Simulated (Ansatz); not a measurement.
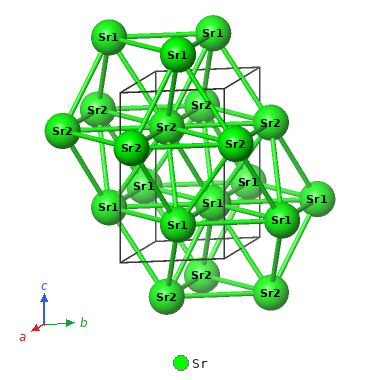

Two computed energy maps of cells of Sr. The picture above is the structure of the first map.

Map 1

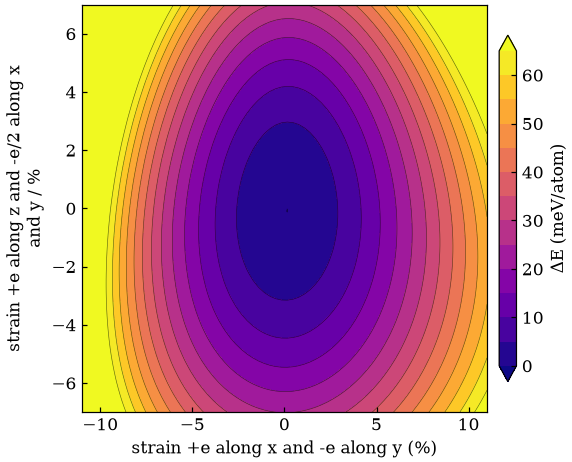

Sr (P6_3/mmc, No. 194; 2 atoms in the cell). The energy is mapped over two homogeneous strains (x along [1 0 0], y along [1 2 0], z along [0 0 1] of the conventional cell). The first coordinate is: strain +e along x and -e along y; the second: strain +e along z and -e/2 along x and y. Nothing is relaxed (fractional coordinates fixed). Grid: 5 × 5 points. Points are written as (first, second). All energies are given in meV/atom relative to the lowest grid point. The calculation used DFT PBE, scalar-relativistic, plane waves, PAW (Ansatz). Settings: cutoff 420 eV, k-mesh 12×12×6 in the order of the run's cell vectors, gaussian smearing 0.15 eV, no spin polarisation.

The picture shows filled contours, one colour for all values above the top of the scale. Between grid points the surface is interpolated.

Map 2

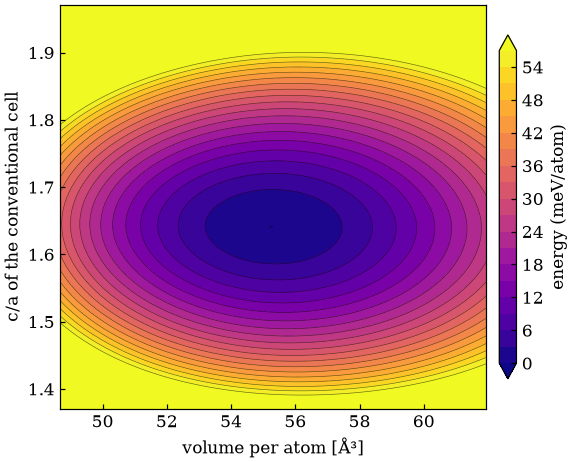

Sr (P6_3/mmc, No. 194; 2 atoms in the cell). The energy is mapped over volume and the cell's shape. The first coordinate is: volume per atom; the second: c/a of the conventional cell. Nothing is relaxed (symmetry fixes all fractional coordinates). Grid: 5 × 5 points. Points are written as (first, second). Energies: meV/atom, counted from the lowest grid point. The calculation used DFT PBE, scalar-relativistic, plane waves, PAW (Ansatz). Settings: cutoff 420 eV, k-mesh 15×15×8 in the order of the run's cell vectors, gaussian smearing 0.15 eV, no spin polarisation.

Drawn: filled contours, one colour for all values above the top of the scale. Between grid points the surface is interpolated.

Question: What does each map show?

Answer: Map 1: The lowest grid point is at (0.0 %, 0.0 %). It is the only kind of minimum in the scanned range. The highest grid point, (−11.0 %, 7.0 %), lies 159 meV/atom above the lowest. Round the minimum the two coordinates are nearly uncoupled.
Map 2: The lowest grid point is at (55.31 Å³, 1.643). No other kind of well shows on this grid. The highest grid point, (48.67 Å³, 1.971), lies 145 meV/atom above the lowest. Round the minimum the two coordinates are nearly uncoupled.

Question: Maps 1, 2 start from a relaxed reference structure. Do they show a way to lower its energy?

Answer: No. In each of them the reference is the lowest point, within the accuracy of the grid, so it is stable against the distortions scanned (other distortions weren't tried).
